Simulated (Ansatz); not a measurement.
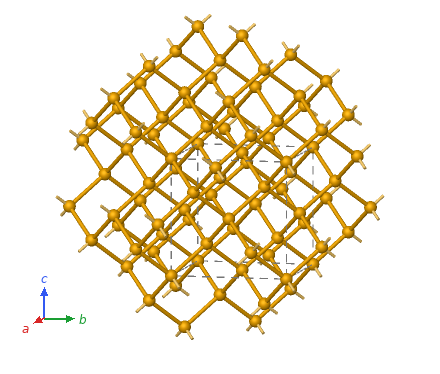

The picture shows a finite piece of the underlying net of a crystal structure, nodes on the atoms' positions. Nodes are coloured by topological kind. Edges to nodes outside the piece are drawn as stubs.

Describe the net.

A uninodal 4-connected, three-periodic net. It is the dia net, known from diamond, zinc blende and cristobalite.

Give point symbol and coordination sequence.

6^6, sequence 4, 12, 24, 42.

The net was derived as follows. The compound is MgO (space group F-43m, No. 216), taken as the end point of a relaxation with Ansatz, DFT, PBE, plane waves, PAW; the starting structure was generated, so it need not be a known form of this composition. Bonds are taken as Mg–O below 2.2 Å; no other contact counts. The graph is simplified in the usual way: terminal and isolated atoms are pruned, two-connected atoms become edges. Mg and O are 4-connected nodes.
